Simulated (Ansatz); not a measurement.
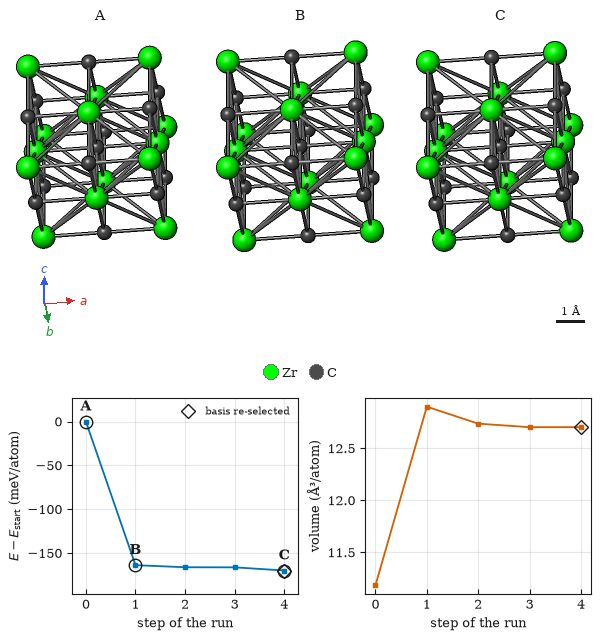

Frames of a relaxation of solid ZrC (a generated structure, set up in Fm-3m) (coarse preliminary run), marked on the history of the run. Style: ball-and-stick. Shown: the conventional cell (4 times the calculation's cell), from a free direction. Lengths and directions refer to the drawn axes.

Case: Ti → Zr on all its sites, cell and atoms relaxed.

These are results of DFT PBEsol, scalar-relativistic, plane waves, PAW (Ansatz), not measurements.

Input
```yaml
crystal:
  lattice:
    - [0.0, 2.2362946659, 2.2362946659]
    - [2.2362946659, 0.0, 2.2362946659]
    - [2.2362946659, 2.2362946659, 0.0]
  atoms:
    - { symbol: Zr, position: [0.0, 0.0, 0.0] }
    - { symbol: C, position: [0.5, 0.5, 0.5] }
basis:
  ecutwfc: 420
kpoints:
  mp_grid: { grid: [8, 8, 8] }
hamiltonian:
  xc: pbesol
scf:
  occupations: { method: gaussian, width: 0.1 }
output:
  forces: true
  stress: true
  eigenvalues: true
relax:
  adjacent_minimum: "off"
  f_tol: 0.05
  max_steps: 60
  cell: { stress_tol: 0.5 }
```

Run as
```bash
ansatz run input.yaml --threads 1 --pin off --max-ram 2560MiB --backend cpu --events-out ev --progress --plain --runs-dir out
```

Q: Describe the path.

A: The energy falls by 170 meV per atom in 3 accepted moves (4 points after the start). All forces vanish by symmetry, so only the cell relaxes. The pressure goes from 39.39 to 0.34 GPa. The SCF was repeated once at an unchanged geometry on a basis and grid sized afresh for the cell, which shifted the energy by 3.6 meV per atom at most. The atoms keep their places relative to the cell (all moves are under 0.005 Å). The drawn cell changes as follows: a = b = c 4.473 → 4.667 Å (+4.3 %); the volume changes by +13.6 %. Near-neighbour distances that change, for instance: Zr1–Zr1 3.163 → 3.300 Å, Zr1–C2 2.236 → 2.333 Å. The space group stays Fm-3m (No. 225). From step 0 to 1: volume +15.3 %, energy −164 meV per atom. From step 1 to 4: volume −1.5 %, energy −6.1 meV per atom.
